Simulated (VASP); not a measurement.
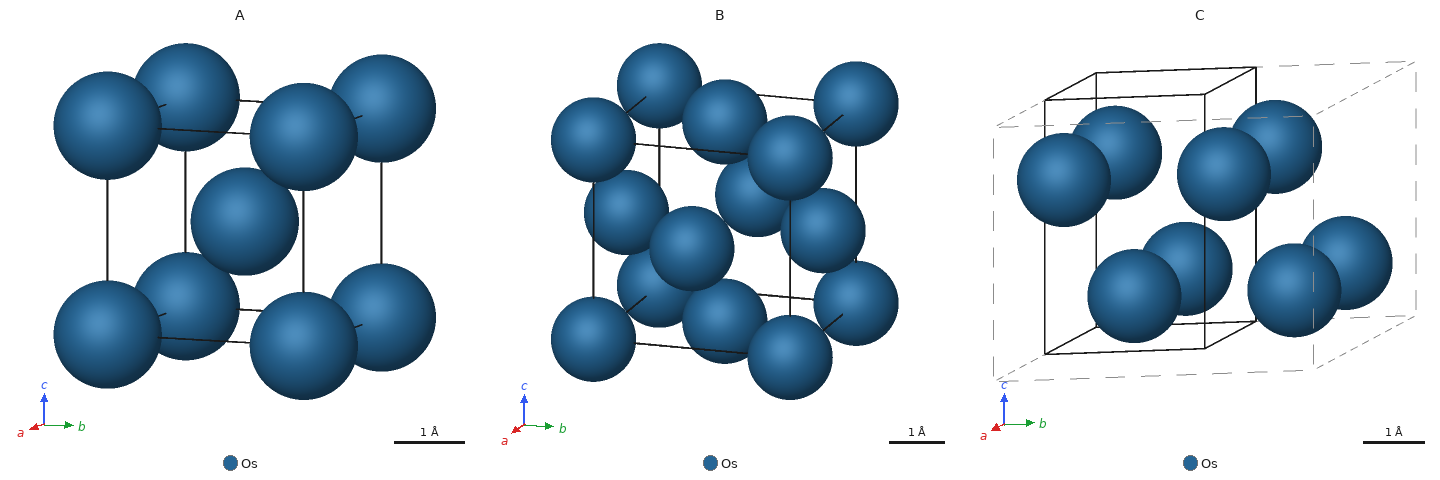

Three structures of Os, each relaxed (cell and atoms) at zero pressure; conventional cells in solid outline, small ones repeated, each panel with its own scale. Alike in all runs: VASP 6.6.1; functional LDA; VASP's PAW LDA potentials, release 64 (Os); cutoff 600 eV; occupations gaussian, width 0.1 eV; no spin polarisation; no spin-orbit coupling. The k meshes have like spacings.

Name the structure in each panel.

Answer. A: body-centred cubic (W type), Im-3m; B: face-centred cubic (Cu type), Fm-3m; C: hexagonal close-packed (Mg type), P6₃/mmc.

Rank them by energy, lowest first.

Answer. C, then B (+139 meV/atom) and A (+932 meV/atom), static energies at zero smearing.

Collect the results in a table.

Answer.
| panel | space group | E − E(lowest) (meV/atom) | volume (Å³/atom) |
| --- | --- | --- | --- |
| C | P6₃/mmc | 0 | 13.7 |
| B | Fm-3m | 139 | 13.8 |
| A | Im-3m | 932 | 14.2 |

The starts are database entries or structure types tried for this composition, and the most stable form need not be among them.

Caveat: spin-orbit coupling is left out, which matters for Os, if less for volumes and forces than for levels.
